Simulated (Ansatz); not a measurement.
# AlCo: geometry relaxation (part 1 of 2)

System: AlCo (P6/mmm, 6 atoms in the cell).
Method: DFT PBE, scalar-relativistic, plane waves, PAW, no spin polarisation (Ansatz 0.2.0).

The structure was built on a prototype by a generator; it need not be a known phase. It belongs to a series of runs on one base structure; here: CoSn type (P6/mmm, No. 191). Figures and captions count atoms from 1; the log counts them from 0 in places.

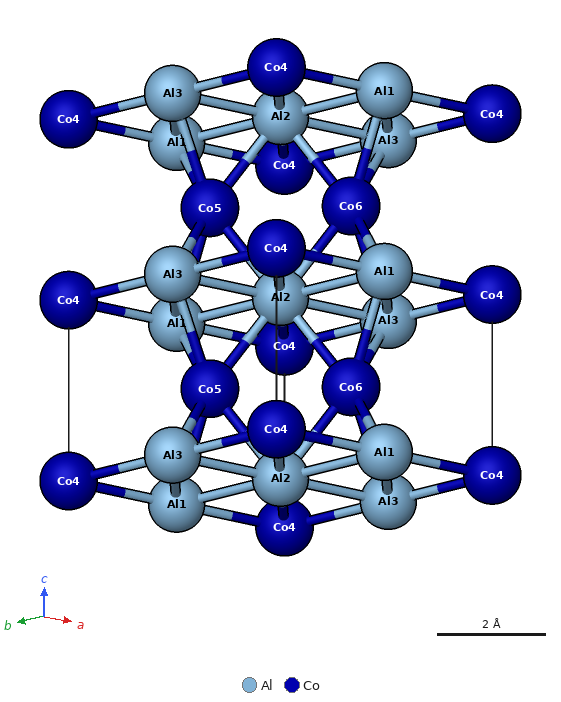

Fig. 1: The input geometry (ball-and-stick view of the cell of the calculation, repeated 1 × 1 × 2, seen at an oblique angle; atoms are numbered from 1 in the order of the input). Near neighbours in the crystal (not all of them lie inside the picture): Al has 4 Al at 2.27 Å and 6 Co at 2.26 to 2.27 Å; Co has 6 Al at 2.26 to 2.27 Å.

**Input**
```yaml
crystal:
  lattice:
    - [4.5484082763, 0.0, 0.0]
    - [-2.2742041381, 3.9390371141, 0.0]
    - [0.0, 0.0, 3.6697384957]
  atoms:
    - { symbol: Al, position: [0.5, 0.0, 0.0] }
    - { symbol: Al, position: [0.5, 0.5, 0.0] }
    - { symbol: Al, position: [0.0, 0.5, 0.0] }
    - { symbol: Co, position: [0.0, 0.0, 0.0] }
    - { symbol: Co, position: [0.3333333333, 0.6666666667, 0.5] }
    - { symbol: Co, position: [0.6666666667, 0.3333333333, 0.5] }
basis:
  ecutwfc: 420
kpoints:
  mp_grid: { grid: [6, 6, 6] }
hamiltonian:
  xc: pbe
scf:
  occupations: { method: gaussian, width: 0.1 }
  lower_state_search: "off"
output:
  forces: true
  stress: true
  eigenvalues: true
relax:
  adjacent_minimum: "off"
  f_tol: 0.04
  max_steps: 70
  cell: { stress_tol: 0.4 }
```

Run as:
```bash
ansatz run input.yaml --threads 1 --pin off --max-ram 2560MiB --backend cpu --events-out ev --progress --plain --runs-dir out
```

**Output**
```
Engine: ansatz 0.2.0, x86_64-unknown-linux-gnu
Pseudopotentials: kind: paw
Pseudopotential: Al, paw, valence charge 3, recommended cutoff 420 eV (normal), Al.paw.azcp
Pseudopotential: Co, paw, valence charge 17, recommended cutoff 420 eV (normal), Co.paw.azcp
Functional definition: PBE
  parameter kappa = 0.804
  parameter beta = 0.06672455060314922
  exchange = pbe_x(kappa = kappa, mu = beta*pi^2/3)
  correlation = pbe_c(beta = beta)
Crystal: 6 atoms, lattice volume = 65.748 Å³
Basis set: ecut = 420 eV, 1279 PW (Γ), exchange–correlation on 64×64×50 points (8 copies of the dense FFT grid, shifted against one another)
Bands: 36, of which v1, the nominal top of the filled ones, is band 30 counted from 1 (29 counted from 0)
Symmetry: 24 space group operations
Space group: P6/mmm (ITA 191), of the structure as read, at distance tolerance 4.0e-5 Å
k-points: 28 of 216
Non-local potential: Al, projectors of the file, l = 0: 2, l = 1: 2, l = 2: 1
Non-local potential: Co, projectors of the file, l = 0: 3, l = 1: 2, l = 2: 3, l = 3: 1
PAW form: soft (Blöchl's): semilocal exchange-correlation on the pseudo side does not see the compensation charge
PAW one-centre angular grid: Al, 110 points (default); XC on 64 Gauss nodes
PAW one-centre angular grid: Co, 590 points (default); XC on 64 Gauss nodes
Initial density: superposition of atomic densities (neutral atoms: chi_scale 0, normalization atom), corrected by the library's trained network
Initial wavefunctions: pseudopotential atomic-orbital guess
Functional: x = pbe(κ = 0.804, μ = 0.2195149727645171), c = pbe(β = 0.06672455060314922)
SCF iter   1: F=—  HF=-16986.222857 eV  |F-HF|=—  |Δ(HF+E_count)|=         —  Δρ=2.41e-2  dr2=3.02e-1  ethr=1.77e-3  ⟨swp⟩=7.1  Hψ=4395  notcnv=0
preconditioner: auto → Kerker (q_TF=auto, 2.687 Å⁻¹)  [metal: Δε(μ)=0.075 eV  Ē_g=5.556 eV  σ=0.100 eV  W_gap=0.38  n_scr=20 (ndim 8)  ℏωp=27.5 eV  f_vac=0.000  D(μ)=3.18/eV (n_scr^D=26)]
SCF iter   2: F=—  HF=-16986.199333 eV  |F-HF|=—  |Δ(HF+E_count)|=   2.35e-2  Δρ=5.03e-3  dr2=1.92e-2  ethr=5.03e-4  ⟨swp⟩=1.5  Hψ=1271  notcnv=0  defer=3
preconditioner: auto → Resta (q_TF=auto, 2.687 Å⁻¹)  ε∞=25.6  [insulator: Δε(μ)=0.118 eV  Ē_g=5.537 eV  σ=0.100 eV  W_gap=0.50  n_scr=20 (ndim 8)  ℏωp=27.5 eV  f_vac=0.000  D(μ)=3.49/eV (n_scr^D=26)  ε∞_Penn≈25.6]
SCF iter   3: F=—  HF=-16986.196164 eV  |F-HF|=—  |Δ(HF+E_count)|=   3.17e-3  Δρ=2.01e-3  dr2=3.66e-3  ethr=3.20e-5  ⟨swp⟩=1.0  Hψ=984  notcnv=0  defer=3
SCF iter   4: F=—  HF=-16986.195577 eV  |F-HF|=—  |Δ(HF+E_count)|=   5.87e-4  Δρ=5.05e-4  dr2=1.35e-4  ethr=6.11e-6  ⟨swp⟩=2.0  Hψ=1457  notcnv=0  defer=3
SCF iter   5: F=—  HF=-16986.195568 eV  |F-HF|=—  |Δ(HF+E_count)|=   8.82e-6  Δρ=2.25e-4  dr2=2.20e-5  ethr=2.26e-7  ⟨swp⟩=2.2  Hψ=1544  notcnv=0  defer=3
SCF iter   6: F=—  HF=-16986.195308 eV  |F-HF|=—  |Δ(HF+E_count)|=   2.60e-4  Δρ=8.88e-5  dr2=4.78e-6  ethr=3.66e-8  ⟨swp⟩=2.1  Hψ=1451  notcnv=0  defer=3
SCF iter   7: F=—  HF=-16986.195308 eV  |F-HF|=—  |Δ(HF+E_count)|=   5.52e-8  Δρ=6.77e-5  dr2=2.28e-6  ethr=7.96e-9  ⟨swp⟩=2.1  Hψ=1358  notcnv=0  defer=3
SCF iter   8: F=-16986.195308 eV  HF=-16986.195308 eV  |F-HF|=1.25e-9  |Δ(HF+E_count)|=   9.97e-8  Δρ=6.47e-6  dr2=1.80e-8  ethr=1.67e-10  ⟨swp⟩=7.1  Hψ=4426  notcnv=0
SCF 1 converged in 8 iterations: F = -16986.195308 eV  dr2 = 1.80e-8
  greatest PAW one-centre occupation: 1.001 electrons in one spin orbital (limit 2), on the Co atom at site 3 (counted from 0), in its partial waves of l = 1
relax step   1: F+E_penalty+E_count = -16986.19530801 eV  Δ(F+E_penalty+E_count) = +0.000e0 eV  max|allowed force component| = 1.110e-16 eV/Å  Δτ_max = 0.0000 Å  P = +59.138 GPa  Ω = 65.748 Å³  (8 SCF iters, dr2 threshold 1.00e-7 eV, accepted)
Crystal: 6 atoms, lattice volume = 73.347 Å³
Basis set: ecut = 420 eV, 1387 PW (Γ), exchange–correlation on 64×64×50 points (8 copies of the dense FFT grid, shifted against one another)
Initial density: handed on by an earlier stage of this run
Initial wavefunctions: those handed on with the density
iter 1 solved again at ethr=5.05e-4 eV; its pass at ethr=3.10e-3 eV (dr2=3.03e-1 eV) is discarded
SCF iter   1: F=—  HF=-16988.397953 eV  |F-HF|=—  |Δ(HF+E_count)|=         —  Δρ=2.10e-2  dr2=3.05e-1  ethr=5.05e-4  ⟨swp⟩=1.0  Hψ=5626  notcnv=0
preconditioner: auto → Kerker (q_TF=auto, 2.638 Å⁻¹)  [metal: Δε(μ)=0.030 eV  Ē_g=5.020 eV  σ=0.100 eV  W_gap=0.17  n_scr=20 (ndim 8)  ℏωp=26.0 eV  f_vac=0.000  D(μ)=4.51/eV (n_scr^D=44)]
SCF iter   2: F=—  HF=-16988.352599 eV  |F-HF|=—  |Δ(HF+E_count)|=   4.54e-2  Δρ=7.58e-3  dr2=6.27e-2  ethr=5.05e-4  ⟨swp⟩=1.9  Hψ=1074  notcnv=0
SCF iter   3: F=—  HF=-16988.337779 eV  |F-HF|=—  |Δ(HF+E_count)|=   1.48e-2  Δρ=2.33e-3  dr2=8.75e-3  ethr=1.05e-4  ⟨swp⟩=2.2  Hψ=1429  notcnv=0
SCF iter   4: F=—  HF=-16988.335685 eV  |F-HF|=—  |Δ(HF+E_count)|=   2.09e-3  Δρ=1.49e-3  dr2=1.92e-3  ethr=1.46e-5  ⟨swp⟩=2.4  Hψ=1368  notcnv=0
SCF iter   5: F=—  HF=-16988.335408 eV  |F-HF|=—  |Δ(HF+E_count)|=   2.77e-4  Δρ=4.75e-4  dr2=1.98e-4  ethr=3.19e-6  ⟨swp⟩=2.1  Hψ=1501  notcnv=0
SCF iter   6: F=—  HF=-16988.335325 eV  |F-HF|=—  |Δ(HF+E_count)|=   8.34e-5  Δρ=1.91e-4  dr2=2.24e-5  ethr=3.30e-7  ⟨swp⟩=2.1  Hψ=1391  notcnv=0
SCF iter   7: F=—  HF=-16988.335326 eV  |F-HF|=—  |Δ(HF+E_count)|=   1.05e-6  Δρ=1.20e-4  dr2=6.68e-6  ethr=3.73e-8  ⟨swp⟩=2.2  Hψ=1451  notcnv=0
SCF iter   8: F=—  HF=-16988.335326 eV  |F-HF|=—  |Δ(HF+E_count)|=   1.94e-7  Δρ=4.63e-5  dr2=1.12e-6  ethr=1.11e-8  ⟨swp⟩=1.4  Hψ=1068  notcnv=0
SCF iter   9: F=-16988.335326 eV  HF=-16988.335326 eV  |F-HF|=1.80e-8  |Δ(HF+E_count)|=   1.96e-8  Δρ=8.93e-6  dr2=2.54e-8  ethr=1.00e-9  ⟨swp⟩=6.1  Hψ=4111  notcnv=0
SCF 2 converged in 9 iterations: F = -16988.335326 eV  dr2 = 2.54e-8
relax step   2: F+E_penalty+E_count = -16988.33532562 eV  Δ(F+E_penalty+E_count) = -2.140e0 eV  max|allowed force component| = 3.547e-17 eV/Å  Δτ_max = 0.0000 Å  P = +28.023 GPa  Ω = 73.347 Å³  energy of the carried Pulay correction = -5.593e-3 eV  (9 SCF iters, dr2 threshold 6.00e-7 eV, accepted)
Crystal: 6 atoms, lattice volume = 81.780 Å³
Basis set: ecut = 420 eV, 1615 PW (Γ), exchange–correlation on 64×64×50 points (8 copies of the dense FFT grid, shifted against one another)
iter 1 solved again at ethr=7.38e-4 eV; its pass at ethr=3.10e-3 eV (dr2=4.43e-1 eV) is discarded
SCF iter   1: F=—  HF=-16989.297121 eV  |F-HF|=—  |Δ(HF+E_count)|=         —  Δρ=2.37e-2  dr2=4.43e-1  ethr=7.38e-4  ⟨swp⟩=1.0  Hψ=5635  notcnv=0
preconditioner: auto → Kerker (q_TF=auto, 2.591 Å⁻¹)  [metal: Δε(μ)=0.047 eV  Ē_g=4.542 eV  σ=0.100 eV  W_gap=0.26  n_scr=26 (ndim 8)  ℏωp=24.6 eV  f_vac=0.000  D(μ)=5.03/eV (n_scr^D=46)]
SCF iter   2: F=—  HF=-16989.254312 eV  |F-HF|=—  |Δ(HF+E_count)|=   4.28e-2  Δρ=7.73e-3  dr2=7.08e-2  ethr=7.38e-4  ⟨swp⟩=1.1  Hψ=1012  notcnv=0
SCF iter   3: F=—  HF=-16989.240849 eV  |F-HF|=—  |Δ(HF+E_count)|=   1.35e-2  Δρ=2.59e-3  dr2=1.15e-2  ethr=1.18e-4  ⟨swp⟩=1.3  Hψ=1030  notcnv=0
SCF iter   4: F=—  HF=-16989.239079 eV  |F-HF|=—  |Δ(HF+E_count)|=   1.77e-3  Δρ=1.73e-3  dr2=2.86e-3  ethr=1.92e-5  ⟨swp⟩=1.6  Hψ=1053  notcnv=0
SCF iter   5: F=—  HF=-16989.238642 eV  |F-HF|=—  |Δ(HF+E_count)|=   4.36e-4  Δρ=4.01e-4  dr2=2.29e-4  ethr=4.76e-6  ⟨swp⟩=2.1  Hψ=1337  notcnv=0
SCF iter   6: F=—  HF=-16989.238785 eV  |F-HF|=—  |Δ(HF+E_count)|=   1.43e-4  Δρ=4.95e-4  dr2=1.36e-4  ethr=3.81e-7  ⟨swp⟩=2.0  Hψ=1471  notcnv=0
SCF iter   7: F=—  HF=-16989.238780 eV  |F-HF|=—  |Δ(HF+E_count)|=   5.17e-6  Δρ=1.63e-4  dr2=1.53e-5  ethr=2.27e-7  ⟨swp⟩=2.2  Hψ=1286  notcnv=0
SCF iter   8: F=—  HF=-16989.238780 eV  |F-HF|=—  |Δ(HF+E_count)|=   2.38e-7  Δρ=4.30e-5  dr2=1.39e-6  ethr=2.54e-8  ⟨swp⟩=2.0  Hψ=1304  notcnv=0
SCF iter   9: F=-16989.238780 eV  HF=-16989.238780 eV  |F-HF|=5.09e-10  |Δ(HF+E_count)|=   1.05e-8  Δρ=4.47e-6  dr2=1.17e-8  ethr=1.00e-9  ⟨swp⟩=5.5  Hψ=3907  notcnv=0
SCF 3 converged in 9 iterations: F = -16989.238780 eV  dr2 = 1.17e-8
relax step   3: F+E_penalty+E_count = -16989.23878045 eV  Δ(F+E_penalty+E_count) = -9.035e-1 eV  max|allowed force component| = 1.110e-16 eV/Å  Δτ_max = 0.0000 Å  P = +5.910 GPa  Ω = 81.780 Å³  energy of the carried Pulay correction = -1.113e-2 eV  (9 SCF iters, dr2 threshold 6.00e-7 eV, accepted)
Crystal: 6 atoms, lattice volume = 84.358 Å³
Basis set: ecut = 420 eV, 1639 PW (Γ), exchange–correlation on 64×64×50 points (8 copies of the dense FFT grid, shifted against one another)
iter 1 solved again at ethr=4.92e-5 eV; its pass at ethr=3.10e-3 eV (dr2=2.95e-2 eV) is discarded
SCF iter   1: F=—  HF=-16989.303614 eV  |F-HF|=—  |Δ(HF+E_count)|=         —  Δρ=6.45e-3  dr2=3.21e-2  ethr=4.92e-5  ⟨swp⟩=2.0  Hψ=4795  notcnv=0
preconditioner: auto → Kerker (q_TF=auto, 2.578 Å⁻¹)  [metal: Δε(μ)=0.040 eV  Ē_g=4.406 eV  σ=0.100 eV  W_gap=0.22  n_scr=26 (ndim 8)  ℏωp=24.3 eV  f_vac=0.000  D(μ)=4.91/eV (n_scr^D=44)]
SCF iter   2: F=—  HF=-16989.300312 eV  |F-HF|=—  |Δ(HF+E_count)|=   3.30e-3  Δρ=2.29e-3  dr2=5.69e-3  ethr=4.92e-5  ⟨swp⟩=1.0  Hψ=1008  notcnv=0
SCF iter   3: F=—  HF=-16989.299087 eV  |F-HF|=—  |Δ(HF+E_count)|=   1.22e-3  Δρ=7.13e-4  dr2=7.85e-4  ethr=9.49e-6  ⟨swp⟩=1.4  Hψ=1040  notcnv=0
SCF iter   4: F=—  HF=-16989.298973 eV  |F-HF|=—  |Δ(HF+E_count)|=   1.14e-4  Δρ=4.63e-4  dr2=2.31e-4  ethr=1.31e-6  ⟨swp⟩=2.3  Hψ=1399  notcnv=0
SCF iter   5: F=—  HF=-16989.299091 eV  |F-HF|=—  |Δ(HF+E_count)|=   1.18e-4  Δρ=1.33e-4  dr2=2.17e-5  ethr=3.85e-7  ⟨swp⟩=2.0  Hψ=1315  notcnv=0
SCF iter   6: F=—  HF=-16989.299089 eV  |F-HF|=—  |Δ(HF+E_count)|=   2.11e-6  Δρ=4.18e-5  dr2=2.08e-6  ethr=3.62e-8  ⟨swp⟩=2.4  Hψ=1383  notcnv=0
SCF iter   7: F=-16989.299089 eV  HF=-16989.299089 eV  |F-HF|=2.50e-8  |Δ(HF+E_count)|=   1.40e-8  Δρ=1.40e-5  dr2=1.52e-7  ethr=1.00e-9  ⟨swp⟩=5.9  Hψ=4326  notcnv=0
SCF 4 converged in 7 iterations: F = -16989.299089 eV  dr2 = 1.52e-7
relax step   4: F+E_penalty+E_count = -16989.29908919 eV  Δ(F+E_penalty+E_count) = -6.031e-2 eV  max|allowed force component| = 7.247e-17 eV/Å  Δτ_max = 0.0000 Å  P = +0.540 GPa  Ω = 84.358 Å³  energy of the carried Pulay correction = -1.270e-2 eV  (7 SCF iters, dr2 threshold 6.00e-7 eV, accepted)
Crystal: 6 atoms, lattice volume = 84.644 Å³
Basis set: ecut = 420 eV, 1663 PW (Γ), exchange–correlation on 64×64×50 points (8 copies of the dense FFT grid, shifted against one another)
iter 1 solved again at ethr=3.02e-6 eV; its pass at ethr=3.10e-3 eV (dr2=1.81e-3 eV) is discarded
SCF iter   1: F=—  HF=-16989.300345 eV  |F-HF|=—  |Δ(HF+E_count)|=         —  Δρ=1.31e-3  dr2=1.47e-3  ethr=3.02e-6  ⟨swp⟩=2.0  Hψ=4542  notcnv=0
preconditioner: auto → Kerker (q_TF=auto, 2.576 Å⁻¹)  [metal: Δε(μ)=0.012 eV  Ē_g=4.395 eV  σ=0.100 eV  W_gap=0.07  n_scr=26 (ndim 8)  ℏωp=24.2 eV  f_vac=0.000  D(μ)=4.80/eV (n_scr^D=44)]
SCF iter   2: F=—  HF=-16989.300254 eV  |F-HF|=—  |Δ(HF+E_count)|=   9.09e-5  Δρ=5.85e-4  dr2=3.88e-4  ethr=2.45e-6  ⟨swp⟩=1.0  Hψ=1008  notcnv=0
SCF iter   3: F=—  HF=-16989.300373 eV  |F-HF|=—  |Δ(HF+E_count)|=   1.19e-4  Δρ=2.28e-4  dr2=6.02e-5  ethr=6.46e-7  ⟨swp⟩=1.2  Hψ=1015  notcnv=0
SCF iter   4: F=—  HF=-16989.300371 eV  |F-HF|=—  |Δ(HF+E_count)|=   2.11e-6  Δρ=6.65e-5  dr2=3.47e-6  ethr=1.00e-7  ⟨swp⟩=1.2  Hψ=1013  notcnv=0
SCF iter   5: F=—  HF=-16989.300370 eV  |F-HF|=—  |Δ(HF+E_count)|=   4.72e-7  Δρ=3.31e-5  dr2=9.32e-7  ethr=5.78e-9  ⟨swp⟩=2.3  Hψ=1400  notcnv=0
SCF iter   6: F=-16989.300370 eV  HF=-16989.300370 eV  |F-HF|=1.30e-7  |Δ(HF+E_count)|=   7.54e-8  Δρ=1.61e-5  dr2=2.28e-7  ethr=1.00e-9  ⟨swp⟩=4.2  Hψ=3695  notcnv=0
SCF 5 converged in 6 iterations: F = -16989.300370 eV  dr2 = 2.28e-7
relax step   5: F+E_penalty+E_count = -16989.30036994 eV  Δ(F+E_penalty+E_count) = -1.281e-3 eV  max|allowed force component| = 5.937e-17 eV/Å  Δτ_max = 0.0000 Å  P = -0.062 GPa  Ω = 84.644 Å³  energy of the carried Pulay correction = -1.287e-2 eV  (6 SCF iters, dr2 threshold 6.00e-7 eV, accepted)
Basis set: ecut = 420 eV, 1663 PW (Γ), exchange–correlation on 72×72×54 points (8 copies of the dense FFT grid, shifted against one another)
Initial wavefunctions: pseudopotential atomic-orbital guess (no wavefunctions were taken with the density)
iter 1 solved again at ethr=1.72e-6 eV; its pass at ethr=3.10e-3 eV (dr2=1.03e-3 eV) is discarded
SCF iter   1: F=—  HF=-16989.410520 eV  |F-HF|=—  |Δ(HF+E_count)|=         —  Δρ=3.42e-3  dr2=5.17e-4  ethr=1.72e-6  ⟨swp⟩=3.0  Hψ=6483  notcnv=0
preconditioner: auto → Kerker (q_TF=auto, 2.576 Å⁻¹)  [metal: Δε(μ)=0.009 eV  Ē_g=4.394 eV  σ=0.100 eV  W_gap=0.05  n_scr=26 (ndim 8)  ℏωp=24.2 eV  f_vac=0.000  D(μ)=4.79/eV (n_scr^D=44)]
SCF iter   2: F=—  HF=-16989.432059 eV  |F-HF|=—  |Δ(HF+E_count)|=   2.15e-2  Δρ=3.14e-3  dr2=4.08e-3  ethr=8.62e-7  ⟨swp⟩=2.2  Hψ=1874  notcnv=0
SCF iter   3: F=—  HF=-16989.438163 eV  |F-HF|=—  |Δ(HF+E_count)|=   6.10e-3  Δρ=9.92e-4  dr2=6.12e-4  ethr=8.62e-7  ⟨swp⟩=2.0  Hψ=1666  notcnv=0
SCF iter   4: F=—  HF=-16989.438410 eV  |F-HF|=—  |Δ(HF+E_count)|=   2.47e-4  Δρ=2.91e-4  dr2=3.98e-5  ethr=8.62e-7  ⟨swp⟩=2.0  Hψ=1378  notcnv=0
SCF iter   5: F=—  HF=-16989.438451 eV  |F-HF|=—  |Δ(HF+E_count)|=   4.09e-5  Δρ=6.89e-5  dr2=3.22e-6  ethr=6.63e-8  ⟨swp⟩=2.3  Hψ=1256  notcnv=0
SCF iter   6: F=—  HF=-16989.438465 eV  |F-HF|=—  |Δ(HF+E_count)|=   1.46e-5  Δρ=2.61e-5  dr2=7.82e-7  ethr=5.37e-9  ⟨swp⟩=2.6  Hψ=1740  notcnv=0
SCF iter   7: F=—  HF=-16989.438465 eV  |F-HF|=—  |Δ(HF+E_count)|=   7.66e-8  Δρ=1.11e-5  dr2=1.26e-7  ethr=1.30e-9  ⟨swp⟩=1.6  Hψ=1062  notcnv=0
SCF iter   8: F=—  HF=-16989.438465 eV  |F-HF|=—  |Δ(HF+E_count)|=   1.70e-8  Δρ=4.28e-6  dr2=1.42e-8  ethr=2.10e-10  ⟨swp⟩=2.0  Hψ=1394  notcnv=0
SCF iter   9: F=—  HF=-16989.438465 eV  |F-HF|=—  |Δ(HF+E_count)|=   1.23e-9  Δρ=2.13e-6  dr2=4.00e-9  ethr=6.40e-12  ⟨swp⟩=4.0  Hψ=3323  notcnv=0
SCF iter  10: F=-16989.438465 eV  HF=-16989.438465 eV  |F-HF|=5.46e-11  |Δ(HF+E_count)|=  1.53e-10  Δρ=3.64e-7  dr2=9.25e-11  ethr=6.40e-12  ⟨swp⟩=4.0  Hψ=2906  notcnv=0
SCF 6 converged in 10 iterations: F = -16989.438465 eV  dr2 = 9.25e-11
  greatest PAW one-centre occupation: 1.002 electrons in one spin orbital (limit 2), on the Co atom at site 3 (counted from 0), in its partial waves of l = 1
relax step   6: F+E_penalty+E_count = -16989.43846544 eV  Δ(F+E_penalty+E_count) = -1.381e-1 eV  max|allowed force component| = 6.708e-17 eV/Å  Δτ_max = 0.0000 Å  P = +3.116 GPa  Ω = 84.644 Å³  stress off target by 3.94e0 GPa  SCF on the basis re-selected at this cell (its energy is not comparable with the rows above)  (10 SCF iters)
basis re-selected at this cell: Δ(F+E_penalty+E_count) = -1.381e-1 eV, ΔP = +3.179 GPa vs the last step (what re-selecting the basis moved, of the pressure what is left beyond the Pulay correction that the steps carried, after the strain that the cell walked since its last selection, with what the two solves' SCF thresholds leave and, on support functions, any second-order correction that the steps lacked; it is no measure of the basis error at this ecutwfc). The dense FFT grid was sized anew with the basis: this SCF ran on 36×36×27 points, the steps before it on 32×32×25, so part of this shift can come from that change (see relax.cell in the input reference). This SCF's stress stands 3.94e0 GPa from its target on what of the cell is left free (relax.cell.stress_tol is 4.00e-1 GPa) and its largest allowed force component is 6.71e-17 eV/Å (relax.f_tol is 4.00e-2 eV/Å): not within both, so this SCF does not close the relaxation
Crystal: 6 atoms, lattice volume = 86.261 Å³
Basis set: ecut = 420 eV, 1723 PW (Γ), exchange–correlation on 72×72×54 points (8 copies of the dense FFT grid, shifted against one another)
iter 1 solved again at ethr=2.35e-5 eV; its pass at ethr=3.10e-3 eV (dr2=1.41e-2 eV) is discarded
SCF iter   1: F=—  HF=-16989.465215 eV  |F-HF|=—  |Δ(HF+E_count)|=         —  Δρ=4.55e-3  dr2=1.50e-2  ethr=2.35e-5  ⟨swp⟩=1.1  Hψ=4564  notcnv=0
preconditioner: auto → Kerker (q_TF=auto, 2.568 Å⁻¹)  [metal: Δε(μ)=0.013 eV  Ē_g=4.322 eV  σ=0.100 eV  W_gap=0.07  n_scr=26 (ndim 8)  ℏωp=24.0 eV  f_vac=0.000  D(μ)=4.78/eV (n_scr^D=44)]
SCF iter   2: F=—  HF=-16989.463561 eV  |F-HF|=—  |Δ(HF+E_count)|=   1.65e-3  Δρ=1.34e-3  dr2=2.11e-3  ethr=2.35e-5  ⟨swp⟩=1.0  Hψ=1009  notcnv=0
SCF iter   3: F=—  HF=-16989.463145 eV  |F-HF|=—  |Δ(HF+E_count)|=   4.16e-4  Δρ=4.33e-4  dr2=3.45e-4  ethr=3.51e-6  ⟨swp⟩=1.3  Hψ=1019  notcnv=0
SCF iter   4: F=—  HF=-16989.463064 eV  |F-HF|=—  |Δ(HF+E_count)|=   8.05e-5  Δρ=2.69e-4  dr2=7.23e-5  ethr=5.76e-7  ⟨swp⟩=2.3  Hψ=1319  notcnv=0
SCF iter   5: F=—  HF=-16989.463051 eV  |F-HF|=—  |Δ(HF+E_count)|=   1.32e-5  Δρ=7.02e-5  dr2=4.55e-6  ethr=1.21e-7  ⟨swp⟩=2.1  Hψ=1377  notcnv=0
SCF iter   6: F=—  HF=-16989.463052 eV  |F-HF|=—  |Δ(HF+E_count)|=   2.78e-7  Δρ=4.87e-5  dr2=2.08e-6  ethr=1.00e-9  ⟨swp⟩=6.4  Hψ=4390  notcnv=0
SCF iter   7: F=-16989.463051 eV  HF=-16989.463052 eV  |F-HF|=1.14e-7  |Δ(HF+E_count)|=   2.47e-9  Δρ=2.01e-5  dr2=2.21e-7  ethr=1.00e-9  ⟨swp⟩=3.0  Hψ=3423  notcnv=0
SCF 7 converged in 7 iterations: F = -16989.463051 eV  dr2 = 2.21e-7
relax step   7: F+E_penalty+E_count = -16989.46305142 eV  Δ(F+E_penalty+E_count) = -2.459e-2 eV  max|allowed force component| = 4.163e-17 eV/Å  Δτ_max = 0.0000 Å  P = +0.758 GPa  Ω = 86.261 Å³  energy of the carried Pulay correction = -9.619e-4 eV  (7 SCF iters, dr2 threshold 6.00e-7 eV, accepted)
```
